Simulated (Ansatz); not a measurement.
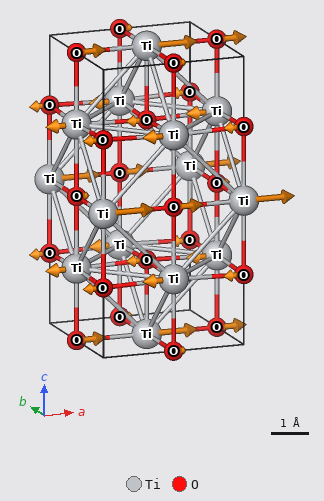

Normal modes of a crystal of Ti3O4, at the zone centre. The optical levels lie at 119 (×2), 156, 200 (×2), 280, 345 (×2), 474, 486, 502 (×2), 519 (×2), 527 (×2), 530, 534 cm⁻¹. One mode is drawn. The orange arrows give the relative displacements of the atoms. The picture is a ball-and-stick view of the conventional cell (2 times the calculation's cell), seen slightly off an axis. Lengths and directions refer to the drawn axes.

Level of theory: Ansatz, DFT PBEsol, scalar-relativistic, plane waves, PAW. Settings: plane-wave cutoff 420 eV; k-point mesh 12 × 12 × 12; occupations fermi dirac; smearing width 0.15 eV; no spin polarisation.

The frequencies depend somewhat on the k-mesh and the smearing.

Q: To which level does it belong?

A: The level at 200 cm⁻¹. This is the E_u mode (doubly degenerate; one member of the set is drawn), optical level 3 of 12, counted from below, infrared-active by symmetry. All motion is along a; the kinetic energy is shared as Ti 89 %, O 11 %. The crystal is a metal, so free carriers screen the infrared response.
